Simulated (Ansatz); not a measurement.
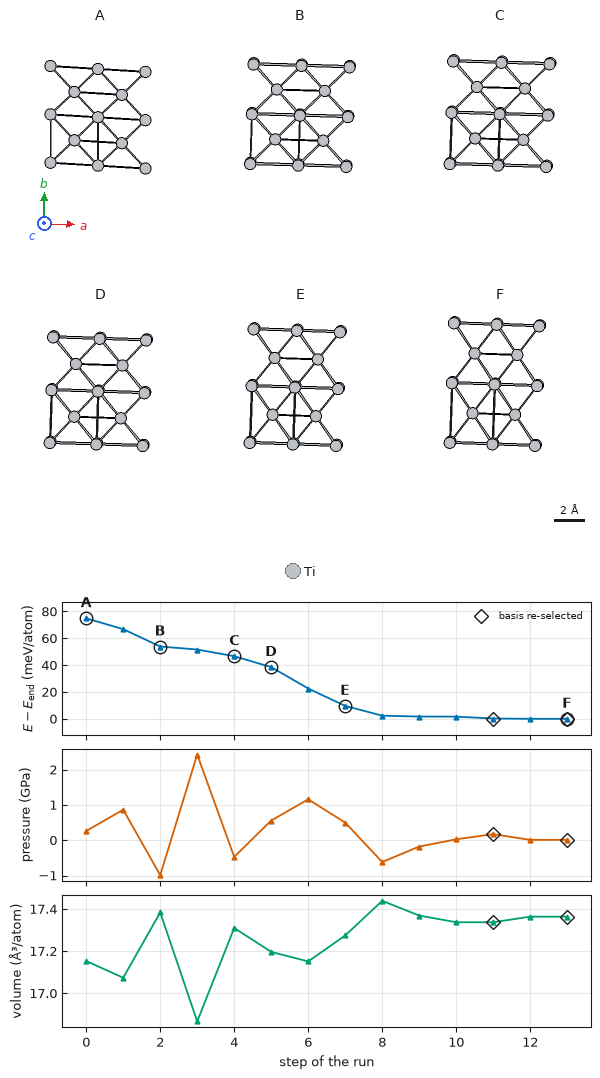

Frames of a relaxation of solid Ti (set up in P-1), marked on the history of the run. A ball-and-stick model of the cell of the calculation, repeated 2 × 2 × 1 with one cell outlined, seen along the c axis.

Case: cell sheared at random, sigma 0.06, atoms nudged by 0.01 Å; relaxed back.

Level of theory: DFT r2SCAN, scalar-relativistic, plane waves, PAW (Ansatz 0.2.0).

Input file:
```yaml
crystal:
  lattice:
    - [0.0980226617, -3.2497304005, -0.0557444538]
    - [-3.305245582, 0.0980226617, -0.0918664785]
    - [-0.0918664785, -0.0557444538, -3.2003932558]
  atoms:
    - { symbol: Ti, position: [0.501460215, 0.4972128937, 0.5015457252] }
    - { symbol: Ti, position: [-0.001460215, 0.0027871063, -0.0015457252] }
basis:
  ecutwfc: 500
kpoints:
  mp_grid: { grid: [10, 10, 10] }
hamiltonian:
  xc: r2scan
scf:
  occupations: { method: gaussian, width: 0.15 }
output:
  forces: true
  stress: true
  eigenvalues: true
relax:
  adjacent_minimum: "off"
  f_tol: 0.01
  max_steps: 80
  cell: { stress_tol: 0.1 }
```

Launched with:
```bash
ansatz run input.yaml --threads 1 --pin off --max-ram 2560MiB --backend cpu --events-out ev --progress --plain --runs-dir out
```

Describe the path.

Answer. After 11 accepted moves (13 points after the start) the energy has fallen by 74.9 meV per atom. Largest force component: 0.079 eV/Å at the start, 0.00027 eV/Å at the end. The pressure goes from 0.26 to 0.01 GPa. The SCF was repeated twice at an unchanged geometry on a basis and grid sized afresh for the cell, which shifted the energy by 1.4 meV per atom at most. The largest moves relative to the cell, 0.013 Å, are those of Ti1 and Ti2. Ti1 goes along [−1 2 −1]. The volume changes by +1.2 %, with a 3.252 → 2.914 Å (−10.4 %), b 3.308 → 4.089 Å (+23.6 %), c 3.202 → 2.914 Å (−9.0 %), α 86.8° → 90.0°, β 88.1° → 90.1°, γ 93.4° → 90.0°. Among the contacts that change: Ti1–Ti1 3.252 → 2.914 Å, Ti1–Ti1 (another image) 3.202 → 2.914 Å, Ti1–Ti2 2.664 → 2.904 Å, Ti1–Ti2 (another image) 2.685 → 2.904 Å. Within 0.06 Å the space group is C2/m at the start and Fm-3m at the end; at a tighter tolerance small leftover displacements or strains of the cell lower it. Cost: 16 min on 1 thread of AMD EPYC (Zen 3), with other jobs on the host, peak memory 0.8 GiB. From step 0 to 2: volume +1.3 %, energy −21.0 meV per atom. From step 2 to 4: volume −0.4 %, energy −7.2 meV per atom. From step 4 to 5: volume −0.7 %, energy −8.1 meV per atom. From step 5 to 7: volume +0.5 %, energy −28.9 meV per atom. From step 7 to 13: volume +0.5 %, energy −9.6 meV per atom.

```tsv
step	E − E(0), meV/atom	largest force component, eV/Å	pressure, GPa	volume, Å³/atom	note
0	0.00	0.0789	0.26	17.153	
1	-8.09	0.0108	0.86	17.074	
2	-21.01	0.0189	-0.99	17.384	
3	-23.26	0.0359	2.43	16.866	
4	-28.24	0.0881	-0.47	17.310	
5	-36.36	0.0136	0.56	17.196	
6	-52.30	0.0017	1.16	17.151	
7	-65.26	0.0035	0.50	17.274	
8	-72.55	0.0095	-0.62	17.439	
9	-73.19	0.0004	-0.18	17.369	
10	-73.27	0.0000	0.03	17.337	
11	-74.66	0.0001	0.17	17.337	same geometry, new basis
12	-74.88	0.0003	0.01	17.364	
13	-74.89	0.0003	0.01	17.364	same geometry, new basis
```
